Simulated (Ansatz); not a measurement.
# Run report: Sb, geometry relaxation (part 1 of 3)

- system: Sb (Cmce, 4 atoms in the cell)
- method: DFT with PBE, PAW plane waves, no spin polarisation (Ansatz 0.2.0)

The structure is a generated one, with these elements put on the sites of a known structure type; it need not be a known phase.

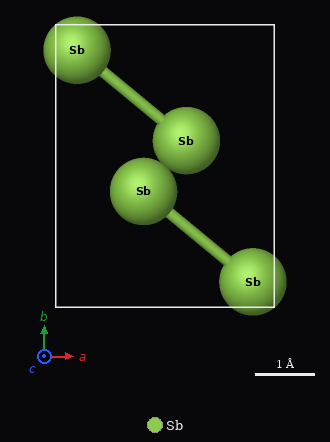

**Figure 1.** The structure as given in the input (ball-and-stick view of the cell of the calculation, along the c axis). Near neighbours in the crystal (not all of them lie inside the picture): Sb has 3 Sb at 2.51 to 2.52 Å.

Key numbers:

- outcome: converged
- space group (tolerance 0.01 Å): Cmce (64)
- electrons treated: 60
- free energy: −25937.7904 eV
- Fermi energy: 8.675 eV
- pressure: 0.00 GPa
- final volume: 130.90 Å³
- electronic character: metal
- largest force (length of the vector) at the end: under 0.001 eV/Å
- final cell: a = 4.354 Å, b = 4.828 Å, c = 6.596 Å, α = 90.00°, β = 109.27°, γ = 90.00°
- hardware: 2 threads of Arm Neoverse V2, 24 GiB of memory available, shared host
- wall time: 80 s (CPU time 2.6 min)
- peak memory: 0.5 GiB

The input:
```yaml
crystal:
  lattice:
    - [-3.968494, 0.0, 0.0]
    - [0.0, -4.864958, 0.0]
    - [1.984247, 0.0, 5.991005]
  atoms:
    - { symbol: Sb, position: [0.098, 0.91, 0.196] }
    - { symbol: Sb, position: [0.598, 0.59, 0.196] }
    - { symbol: Sb, position: [0.902, 0.09, 0.804] }
    - { symbol: Sb, position: [0.402, 0.41, 0.804] }
  symmetry: { tolerance: 0.0003 }
kpoints:
  mp_grid: { grid: [6, 6, 6], shift: [0, 0, 0] }
magnetization:
  spin_polarized: false
scf:
  occupations: { method: fermi_dirac, width: 0.0769 }
  lower_state_search: "off"
hamiltonian:
  pseudopotentials: { kind: paw }
  xc: pbe
basis:
  ecutwfc: 420
  fft_grid_basis: typed
relax:
  max_steps: 40
  cell: { p_target: 0.0 }
output:
  forces: true
  stress: true
  eigenvalues: true
  bader: true
  populations: true
  elf: true
  write_potential: true
  volumetric_format: npy
  dos:
    e_range: [-12, 8]
    de: 0.05
    projected: { site_lists: { Sb: [Sb] } }
checkpoint:
  read: saved_state
```

Launch command:
```bash
ansatz run input.yaml --threads 2 --pin off --max-ram 2560MiB --backend cpu --events-out ev --progress --plain --runs-dir out
```

Log:
```
Warning: checkpoint.read: basis.xc_grid differs: saved 1, current 2 (points along each axis for each point of the dense box; where the key is left out runs that use forces, runs that use the stress, dielectric runs by a finite field, finite-displacement phonons, runs of phonons.displacement_patterns under a GGA or a meta-GGA, phonons by method: dfpt, dielectric runs by the response, runs on support functions, runs on PAW files under a meta-GGA or a hybrid on one, runs at kind: all_electron or under a hybrid on a GGA, runs under a text's formulas of a gradient, and runs on PAW files that evaluate rPW86 or Becke's exchange or LYP's correlation can take a finer level, which can go by the root key accuracy; a number is taken as typed: the saved number, typed, holds this deck to the state's level, where the deck is accepted there); the SCF iterates at this deck's level from the saved density; a trajectory continued from that state goes on on another energy surface; basis.xc_grid: 1, typed and accepted, keeps it on the saved one
Engine: ansatz 0.2.0, aarch64-unknown-linux-gnu
Pseudopotentials: kind: paw
Pseudopotential: Sb, paw, valence charge 15, recommended cutoff 420 eV (normal), Sb.paw.azcp
Functional definition: PBE
  parameter kappa = 0.804
  parameter beta = 0.06672455060314922
  exchange = pbe_x(kappa = kappa, mu = beta*pi^2/3)
  correlation = pbe_c(beta = beta)
Crystal: 4 atoms, lattice volume = 115.666 Å³
Basis set: ecut = 420 eV, 2291 PW (Γ), exchange–correlation on 54×72×90 points (8 copies of the dense FFT grid, shifted against one another)
Bands: 36, of which v1, the nominal top of the filled ones, is band 30 counted from 1 (29 counted from 0)
Symmetry: 8 space group operations
Space group: Cmce (ITA 64), of the structure as read, at distance tolerance 1.5e-3 Å
k-points: 52 of 216
Non-local potential: Sb, projectors of the file, l = 0: 2, l = 1: 2, l = 2: 2, l = 3: 2
PAW form: soft (Blöchl's): semilocal exchange-correlation on the pseudo side does not see the compensation charge
PAW one-centre angular grid: Sb, 590 points (default); XC on 64 Gauss nodes
Initial density: read from a saved state, or passed on in memory by an earlier SCF of this step, an earlier step, the calling program or the single point that the run made first
Initial wavefunctions: pseudopotential atomic-orbital guess
Functional: x = pbe(κ = 0.804, μ = 0.2195149727645171), c = pbe(β = 0.06672455060314922)
iter 1 solved again at ethr=2.29e-6 eV; its pass at ethr=3.10e-3 eV (dr2=1.38e-3 eV) is discarded
SCF iter   1: F=—  HF=-25933.870712 eV  |F-HF|=—  |Δ(HF+E_count)|=         —  Δρ=7.23e-4  dr2=1.19e-3  ethr=2.29e-6  ⟨swp⟩=2.7  Hψ=12353  notcnv=0
preconditioner: auto → Kerker (q_TF=auto, 2.446 Å⁻¹)  [metal: Δε(μ)=0.108 eV  Ē_g=9.028 eV  σ=0.077 eV  W_gap=0.31  n_scr=26 (ndim 8)  ℏωp=15.4 eV  f_vac=0.005  D(μ)=0.30/eV (n_scr^D=0)]
SCF iter   2: F=—  HF=-25933.870584 eV  |F-HF|=—  |Δ(HF+E_count)|=   1.28e-4  Δρ=4.38e-4  dr2=4.33e-4  ethr=1.98e-6  ⟨swp⟩=1.7  Hψ=2163  notcnv=0
SCF iter   3: F=—  HF=-25933.870531 eV  |F-HF|=—  |Δ(HF+E_count)|=   5.33e-5  Δρ=9.48e-5  dr2=1.98e-5  ethr=7.22e-7  ⟨swp⟩=2.1  Hψ=2503  notcnv=0
SCF iter   4: F=—  HF=-25933.870536 eV  |F-HF|=—  |Δ(HF+E_count)|=   5.10e-6  Δρ=3.79e-5  dr2=2.63e-6  ethr=3.30e-8  ⟨swp⟩=2.1  Hψ=2497  notcnv=0
SCF iter   5: F=—  HF=-25933.870537 eV  |F-HF|=—  |Δ(HF+E_count)|=   1.04e-6  Δρ=8.33e-6  dr2=2.35e-7  ethr=4.39e-9  ⟨swp⟩=2.0  Hψ=2245  notcnv=0
SCF iter   6: F=-25933.870537 eV  HF=-25933.870537 eV  |F-HF|=2.89e-8  |Δ(HF+E_count)|=   1.29e-8  Δρ=3.75e-6  dr2=5.33e-8  ethr=1.67e-10  ⟨swp⟩=11.0  Hψ=12437  notcnv=0
SCF 1 converged in 6 iterations: F = -25933.870537 eV  dr2 = 5.33e-8
  greatest PAW one-centre occupation: 0.996 electrons in one spin orbital (limit 2), on the Sb atom at site 2 (counted from 0), in its partial waves of l = 2
relax step   1: F+E_penalty+E_count = -25933.87053697 eV  Δ(F+E_penalty+E_count) = +0.000e0 eV  max|allowed force component| = 4.168e0 eV/Å  Δτ_max = 0.0000 Å  P = +28.517 GPa  Ω = 115.666 Å³  (6 SCF iters, dr2 threshold 1.00e-7 eV, accepted)
Crystal: 4 atoms, lattice volume = 127.098 Å³
Basis set: ecut = 420 eV, 2487 PW (Γ), exchange–correlation on 54×72×90 points (8 copies of the dense FFT grid, shifted against one another)
Initial density: handed on by an earlier stage of this run
Initial wavefunctions: those handed on with the density
iter 1 solved again at ethr=1.78e-4 eV; its pass at ethr=3.10e-3 eV (dr2=1.07e-1 eV) is discarded
SCF iter   1: F=—  HF=-25937.497030 eV  |F-HF|=—  |Δ(HF+E_count)|=         —  Δρ=1.17e-2  dr2=1.07e-1  ethr=1.78e-4  ⟨swp⟩=1.3  Hψ=10659  notcnv=0
preconditioner: auto → Kerker (q_TF=auto, 2.407 Å⁻¹)  [metal: Δε(μ)=0.114 eV  Ē_g=7.911 eV  σ=0.077 eV  W_gap=0.34  n_scr=30 (ndim 8)  ℏωp=14.7 eV  f_vac=0.000  D(μ)=0.40/eV (n_scr^D=0)]
SCF iter   2: F=—  HF=-25937.500810 eV  |F-HF|=—  |Δ(HF+E_count)|=   3.78e-3  Δρ=7.03e-3  dr2=4.76e-2  ethr=1.78e-4  ⟨swp⟩=1.0  Hψ=1872  notcnv=0
SCF iter   3: F=—  HF=-25937.499904 eV  |F-HF|=—  |Δ(HF+E_count)|=   9.06e-4  Δρ=1.02e-3  dr2=1.72e-3  ethr=7.94e-5  ⟨swp⟩=2.0  Hψ=2662  notcnv=0
SCF iter   4: F=—  HF=-25937.500511 eV  |F-HF|=—  |Δ(HF+E_count)|=   6.07e-4  Δρ=3.04e-4  dr2=2.15e-4  ethr=2.86e-6  ⟨swp⟩=2.0  Hψ=2423  notcnv=0
SCF iter   5: F=—  HF=-25937.500605 eV  |F-HF|=—  |Δ(HF+E_count)|=   9.43e-5  Δρ=1.06e-4  dr2=2.75e-5  ethr=3.58e-7  ⟨swp⟩=3.0  Hψ=3539  notcnv=0
SCF iter   6: F=—  HF=-25937.500614 eV  |F-HF|=—  |Δ(HF+E_count)|=   9.15e-6  Δρ=3.61e-5  dr2=3.68e-6  ethr=4.59e-8  ⟨swp⟩=2.1  Hψ=2498  notcnv=0
SCF iter   7: F=—  HF=-25937.500614 eV  |F-HF|=—  |Δ(HF+E_count)|=   1.83e-7  Δρ=1.17e-5  dr2=7.12e-7  ethr=6.13e-9  ⟨swp⟩=3.0  Hψ=3467  notcnv=0
SCF iter   8: F=-25937.500614 eV  HF=-25937.500614 eV  |F-HF|=7.08e-9  |Δ(HF+E_count)|=   3.57e-8  Δρ=5.09e-6  dr2=6.95e-8  ethr=6.67e-10  ⟨swp⟩=11.3  Hψ=12857  notcnv=0
the search or the solves at the SCF's close seem to have found levels that the self-consistency loop had missed (the run counts 2). By its estimate they hold under 1e-12 electrons; where the run keeps them, the occupations were computed again with them
SCF 2 converged in 8 iterations: F = -25937.500614 eV  dr2 = 6.95e-8
relax step   2: F+E_penalty+E_count = -25937.50061412 eV  Δ(F+E_penalty+E_count) = -3.630e0 eV  max|allowed force component| = 9.733e-1 eV/Å  Δτ_max = 0.1995 Å  P = +5.584 GPa  Ω = 127.098 Å³  energy of the carried Pulay correction = -2.908e-3 eV  (8 SCF iters, dr2 threshold 4.00e-7 eV, accepted)
Crystal: 4 atoms, lattice volume = 135.641 Å³
Basis set: ecut = 420 eV, 2635 PW (Γ), exchange–correlation on 54×72×90 points (8 copies of the dense FFT grid, shifted against one another)
iter 1 solved again at ethr=1.30e-5 eV; its pass at ethr=3.10e-3 eV (dr2=7.80e-3 eV) is discarded
SCF iter   1: F=—  HF=-25937.734850 eV  |F-HF|=—  |Δ(HF+E_count)|=         —  Δρ=2.09e-3  dr2=6.25e-3  ethr=1.30e-5  ⟨swp⟩=3.0  Hψ=11500  notcnv=0
preconditioner: auto → Kerker (q_TF=auto, 2.382 Å⁻¹)  [metal: Δε(μ)=0.035 eV  Ē_g=7.581 eV  σ=0.077 eV  W_gap=0.11  n_scr=30 (ndim 8)  ℏωp=14.3 eV  f_vac=0.000  D(μ)=0.37/eV (n_scr^D=0)]
SCF iter   2: F=—  HF=-25937.735032 eV  |F-HF|=—  |Δ(HF+E_count)|=   1.81e-4  Δρ=1.34e-3  dr2=3.32e-3  ethr=1.04e-5  ⟨swp⟩=1.0  Hψ=1872  notcnv=0
SCF iter   3: F=—  HF=-25937.735044 eV  |F-HF|=—  |Δ(HF+E_count)|=   1.21e-5  Δρ=2.60e-4  dr2=2.09e-4  ethr=5.54e-6  ⟨swp⟩=2.0  Hψ=2174  notcnv=0
SCF iter   4: F=—  HF=-25937.735078 eV  |F-HF|=—  |Δ(HF+E_count)|=   3.47e-5  Δρ=1.38e-4  dr2=4.26e-5  ethr=3.48e-7  ⟨swp⟩=2.0  Hψ=2402  notcnv=0
SCF iter   5: F=—  HF=-25937.735096 eV  |F-HF|=—  |Δ(HF+E_count)|=   1.79e-5  Δρ=3.93e-5  dr2=4.99e-6  ethr=7.11e-8  ⟨swp⟩=2.1  Hψ=2477  notcnv=0
SCF iter   6: F=—  HF=-25937.735097 eV  |F-HF|=—  |Δ(HF+E_count)|=   1.21e-6  Δρ=1.67e-5  dr2=9.17e-7  ethr=8.32e-9  ⟨swp⟩=2.2  Hψ=3282  notcnv=0
SCF iter   7: F=-25937.735097 eV  HF=-25937.735097 eV  |F-HF|=4.64e-8  |Δ(HF+E_count)|=   2.56e-9  Δρ=5.71e-6  dr2=1.14e-7  ethr=6.67e-10  ⟨swp⟩=11.7  Hψ=12933  notcnv=0
SCF 3 converged in 7 iterations: F = -25937.735097 eV  dr2 = 1.14e-7
  greatest PAW one-centre occupation: 0.996 electrons in one spin orbital (limit 2), on the Sb atom at site 3 (counted from 0), in its partial waves of l = 2
relax step   3: F+E_penalty+E_count = -25937.73509742 eV  Δ(F+E_penalty+E_count) = -2.345e-1 eV  max|allowed force component| = 3.834e-1 eV/Å  Δτ_max = 0.0205 Å  P = +1.112 GPa  Ω = 135.641 Å³  energy of the carried Pulay correction = -4.910e-3 eV  (7 SCF iters, dr2 threshold 4.00e-7 eV, accepted)
Crystal: 4 atoms, lattice volume = 129.099 Å³
Basis set: ecut = 420 eV, 2491 PW (Γ), exchange–correlation on 54×72×90 points (8 copies of the dense FFT grid, shifted against one another)
iter 1 solved again at ethr=2.64e-5 eV; its pass at ethr=3.10e-3 eV (dr2=1.58e-2 eV) is discarded
SCF iter   1: F=—  HF=-25937.751733 eV  |F-HF|=—  |Δ(HF+E_count)|=         —  Δρ=4.06e-3  dr2=1.67e-2  ethr=2.64e-5  ⟨swp⟩=2.0  Hψ=9929  notcnv=0
preconditioner: auto → Kerker (q_TF=auto, 2.401 Å⁻¹)  [metal: Δε(μ)=0.100 eV  Ē_g=7.571 eV  σ=0.077 eV  W_gap=0.31  n_scr=30 (ndim 8)  ℏωp=14.6 eV  f_vac=0.000  D(μ)=0.95/eV (n_scr^D=2)]
SCF iter   2: F=—  HF=-25937.749188 eV  |F-HF|=—  |Δ(HF+E_count)|=   2.54e-3  Δρ=2.46e-3  dr2=6.62e-3  ethr=2.64e-5  ⟨swp⟩=1.0  Hψ=1872  notcnv=0
SCF iter   3: F=—  HF=-25937.747709 eV  |F-HF|=—  |Δ(HF+E_count)|=   1.48e-3  Δρ=2.78e-4  dr2=1.12e-4  ethr=1.10e-5  ⟨swp⟩=2.2  Hψ=2548  notcnv=0
SCF iter   4: F=—  HF=-25937.747740 eV  |F-HF|=—  |Δ(HF+E_count)|=   3.07e-5  Δρ=1.01e-4  dr2=1.58e-5  ethr=1.87e-7  ⟨swp⟩=2.9  Hψ=3400  notcnv=0
SCF iter   5: F=—  HF=-25937.747746 eV  |F-HF|=—  |Δ(HF+E_count)|=   5.91e-6  Δρ=2.36e-5  dr2=8.43e-7  ethr=2.64e-8  ⟨swp⟩=3.0  Hψ=3545  notcnv=0
SCF iter   6: F=-25937.747746 eV  HF=-25937.747746 eV  |F-HF|=5.49e-8  |Δ(HF+E_count)|=   5.16e-7  Δρ=7.57e-6  dr2=8.32e-8  ethr=6.67e-10  ⟨swp⟩=11.3  Hψ=12988  notcnv=0
SCF 4 converged in 6 iterations: F = -25937.747746 eV  dr2 = 8.32e-8
relax step   4: F+E_penalty+E_count = -25937.74774626 eV  Δ(F+E_penalty+E_count) = -1.265e-2 eV  max|allowed force component| = 1.367e-1 eV/Å  Δτ_max = 0.0885 Å  P = +0.426 GPa  Ω = 129.099 Å³  energy of the carried Pulay correction = -3.389e-3 eV  (6 SCF iters, dr2 threshold 4.00e-7 eV, accepted)
Crystal: 4 atoms, lattice volume = 131.811 Å³
Basis set: ecut = 420 eV, 2563 PW (Γ), exchange–correlation on 54×72×90 points (8 copies of the dense FFT grid, shifted against one another)
iter 1 solved again at ethr=3.75e-6 eV; its pass at ethr=3.10e-3 eV (dr2=2.25e-3 eV) is discarded
SCF iter   1: F=—  HF=-25937.784683 eV  |F-HF|=—  |Δ(HF+E_count)|=         —  Δρ=1.34e-3  dr2=2.62e-3  ethr=3.75e-6  ⟨swp⟩=3.0  Hψ=11431  notcnv=0
preconditioner: auto → Kerker (q_TF=auto, 2.393 Å⁻¹)  [metal: Δε(μ)=0.078 eV  Ē_g=7.525 eV  σ=0.077 eV  W_gap=0.24  n_scr=30 (ndim 8)  ℏωp=14.5 eV  f_vac=0.000  D(μ)=0.58/eV (n_scr^D=0)]
SCF iter   2: F=—  HF=-25937.784490 eV  |F-HF|=—  |Δ(HF+E_count)|=   1.93e-4  Δρ=8.47e-4  dr2=1.12e-3  ethr=3.75e-6  ⟨swp⟩=1.0  Hψ=1873  notcnv=0
SCF iter   3: F=—  HF=-25937.784375 eV  |F-HF|=—  |Δ(HF+E_count)|=   1.15e-4  Δρ=1.30e-4  dr2=3.89e-5  ethr=1.87e-6  ⟨swp⟩=2.0  Hψ=2333  notcnv=0
SCF iter   4: F=—  HF=-25937.784377 eV  |F-HF|=—  |Δ(HF+E_count)|=   2.33e-6  Δρ=6.21e-5  dr2=6.02e-6  ethr=6.49e-8  ⟨swp⟩=2.5  Hψ=2985  notcnv=0
SCF iter   5: F=—  HF=-25937.784380 eV  |F-HF|=—  |Δ(HF+E_count)|=   2.54e-6  Δρ=1.32e-5  dr2=4.50e-7  ethr=1.00e-8  ⟨swp⟩=2.0  Hψ=2395  notcnv=0
SCF iter   6: F=-25937.784380 eV  HF=-25937.784380 eV  |F-HF|=1.32e-8  |Δ(HF+E_count)|=   1.34e-7  Δρ=3.76e-6  dr2=5.02e-8  ethr=6.67e-10  ⟨swp⟩=11.0  Hψ=12703  notcnv=0
SCF 5 converged in 6 iterations: F = -25937.784380 eV  dr2 = 5.02e-8
relax step   5: F+E_penalty+E_count = -25937.78437987 eV  Δ(F+E_penalty+E_count) = -3.663e-2 eV  max|allowed force component| = 6.724e-2 eV/Å  Δτ_max = 0.0227 Å  P = -0.172 GPa  Ω = 131.811 Å³  energy of the carried Pulay correction = -4.029e-3 eV  (6 SCF iters, dr2 threshold 4.00e-7 eV, accepted)
Crystal: 4 atoms, lattice volume = 131.406 Å³
Basis set: ecut = 420 eV, 2567 PW (Γ), exchange–correlation on 54×72×90 points (8 copies of the dense FFT grid, shifted against one another)
iter 1 solved again at ethr=1.61e-7 eV; its pass at ethr=3.10e-3 eV (dr2=9.68e-5 eV) is discarded
SCF iter   1: F=—  HF=-25937.786159 eV  |F-HF|=—  |Δ(HF+E_count)|=         —  Δρ=2.41e-4  dr2=7.73e-5  ethr=1.61e-7  ⟨swp⟩=3.1  Hψ=10714  notcnv=0
preconditioner: auto → Kerker (q_TF=auto, 2.394 Å⁻¹)  [metal: Δε(μ)=0.049 eV  Ē_g=7.540 eV  σ=0.077 eV  W_gap=0.15  n_scr=26 (ndim 8)  ℏωp=14.5 eV  f_vac=0.000  D(μ)=0.53/eV (n_scr^D=0)]
SCF iter   2: F=—  HF=-25937.786157 eV  |F-HF|=—  |Δ(HF+E_count)|=   1.75e-6  Δρ=1.53e-4  dr2=3.70e-5  ethr=1.29e-7  ⟨swp⟩=1.0  Hψ=1872  notcnv=0
SCF iter   3: F=—  HF=-25937.786154 eV  |F-HF|=—  |Δ(HF+E_count)|=   3.60e-6  Δρ=2.03e-5  dr2=1.28e-6  ethr=6.17e-8  ⟨swp⟩=2.0  Hψ=2383  notcnv=0
SCF iter   4: F=-25937.786154 eV  HF=-25937.786154 eV  |F-HF|=7.92e-8  |Δ(HF+E_count)|=   4.22e-8  Δρ=7.66e-6  dr2=2.32e-7  ethr=6.67e-10  ⟨swp⟩=11.7  Hψ=13249  notcnv=0
SCF 6 converged in 4 iterations: F = -25937.786154 eV  dr2 = 2.32e-7
relax step   6: F+E_penalty+E_count = -25937.78615367 eV  Δ(F+E_penalty+E_count) = -1.774e-3 eV  max|allowed force component| = 3.114e-2 eV/Å  Δτ_max = 0.0010 Å  P = -0.091 GPa  Ω = 131.406 Å³  energy of the carried Pulay correction = -3.935e-3 eV  (4 SCF iters, dr2 threshold 4.00e-7 eV, accepted)
Crystal: 4 atoms, lattice volume = 130.755 Å³
Basis set: ecut = 420 eV, 2539 PW (Γ), exchange–correlation on 54×72×90 points (8 copies of the dense FFT grid, shifted against one another)
iter 1 solved again at ethr=9.76e-8 eV; its pass at ethr=3.10e-3 eV (dr2=5.86e-5 eV) is discarded
SCF iter   1: F=—  HF=-25937.786774 eV  |F-HF|=—  |Δ(HF+E_count)|=         —  Δρ=3.02e-4  dr2=7.25e-5  ethr=9.76e-8  ⟨swp⟩=3.2  Hψ=11011  notcnv=0
preconditioner: auto → Kerker (q_TF=auto, 2.396 Å⁻¹)  [metal: Δε(μ)=0.087 eV  Ē_g=7.560 eV  σ=0.077 eV  W_gap=0.27  n_scr=26 (ndim 8)  ℏωp=14.5 eV  f_vac=0.000  D(μ)=0.53/eV (n_scr^D=0)]
SCF iter   2: F=—  HF=-25937.786777 eV  |F-HF|=—  |Δ(HF+E_count)|=   3.08e-6  Δρ=1.85e-4  dr2=3.16e-5  ethr=9.76e-8  ⟨swp⟩=1.0  Hψ=1872  notcnv=0
SCF iter   3: F=—  HF=-25937.786782 eV  |F-HF|=—  |Δ(HF+E_count)|=   4.44e-6  Δρ=2.70e-5  dr2=1.71e-6  ethr=5.26e-8  ⟨swp⟩=2.0  Hψ=2291  notcnv=0
SCF iter   4: F=—  HF=-25937.786782 eV  |F-HF|=—  |Δ(HF+E_count)|=   2.23e-7  Δρ=1.05e-5  dr2=2.17e-7  ethr=2.86e-9  ⟨swp⟩=2.0  Hψ=2244  notcnv=0
SCF iter   5: F=-25937.786782 eV  HF=-25937.786782 eV  |F-HF|=4.90e-9  |Δ(HF+E_count)|=   6.55e-8  Δρ=2.40e-6  dr2=8.05e-9  ethr=1.69e-10  ⟨swp⟩=10.9  Hψ=12311  notcnv=0
SCF 7 converged in 5 iterations: F = -25937.786782 eV  dr2 = 8.05e-9
relax step   7: F+E_penalty+E_count = -25937.78678180 eV  Δ(F+E_penalty+E_count) = -6.281e-4 eV  max|allowed force component| = 3.731e-3 eV/Å  Δτ_max = 0.0064 Å  P = +0.028 GPa  Ω = 130.755 Å³  energy of the carried Pulay correction = -3.782e-3 eV  (5 SCF iters, dr2 threshold 1.01e-7 eV, accepted)
Crystal: 4 atoms, lattice volume = 130.925 Å³
Basis set: ecut = 420 eV, 2531 PW (Γ), exchange–correlation on 54×72×90 points (8 copies of the dense FFT grid, shifted against one another)
iter 1 solved again at ethr=1.91e-8 eV; its pass at ethr=3.10e-3 eV (dr2=1.14e-5 eV) is discarded
SCF iter   1: F=—  HF=-25937.786776 eV  |F-HF|=—  |Δ(HF+E_count)|=         —  Δρ=6.81e-5  dr2=4.66e-6  ethr=1.91e-8  ⟨swp⟩=3.1  Hψ=9606  notcnv=0
preconditioner: auto → Kerker (q_TF=auto, 2.396 Å⁻¹)  [metal: Δε(μ)=0.075 eV  Ē_g=7.555 eV  σ=0.077 eV  W_gap=0.23  n_scr=26 (ndim 8)  ℏωp=14.5 eV  f_vac=0.000  D(μ)=0.53/eV (n_scr^D=0)]
SCF iter   2: F=—  HF=-25937.786775 eV  |F-HF|=—  |Δ(HF+E_count)|=   1.18e-6  Δρ=4.33e-5  dr2=2.18e-6  ethr=7.77e-9  ⟨swp⟩=1.0  Hψ=1872  notcnv=0
SCF iter   3: F=—  HF=-25937.786775 eV  |F-HF|=—  |Δ(HF+E_count)|=   2.22e-7  Δρ=6.77e-6  dr2=1.03e-7  ethr=3.63e-9  ⟨swp⟩=2.0  Hψ=2154  notcnv=0
SCF iter   4: F=—  HF=-25937.786775 eV  |F-HF|=—  |Δ(HF+E_count)|=   2.50e-9  Δρ=2.93e-6  dr2=1.83e-8  ethr=1.72e-10  ⟨swp⟩=2.9  Hψ=3404  notcnv=0
SCF iter   5: F=-25937.786775 eV  HF=-25937.786775 eV  |F-HF|=1.46e-10  |Δ(HF+E_count)|=   5.88e-9  Δρ=6.95e-7  dr2=1.08e-9  ethr=1.05e-11  ⟨swp⟩=9.2  Hψ=10667  notcnv=0
SCF 8 converged in 5 iterations: F = -25937.786775 eV  dr2 = 1.08e-9
relax step   8: F+E_penalty+E_count = -25937.78677521 eV  Δ(F+E_penalty+E_count) = +6.588e-6 eV  max|allowed force component| = 1.325e-3 eV/Å  Δτ_max = 0.0007 Å  P = -0.001 GPa  Ω = 130.925 Å³  energy of the carried Pulay correction = -3.822e-3 eV  (5 SCF iters, dr2 threshold 6.29e-9 eV, accepted)
Basis set: ecut = 420 eV, 2531 PW (Γ), exchange–correlation on 60×72×90 points (8 copies of the dense FFT grid, shifted against one another)
Initial wavefunctions: pseudopotential atomic-orbital guess (no wavefunctions were taken with the density)
iter 1 solved again at ethr=3.23e-7 eV; its pass at ethr=3.10e-3 eV (dr2=1.94e-4 eV) is discarded
```
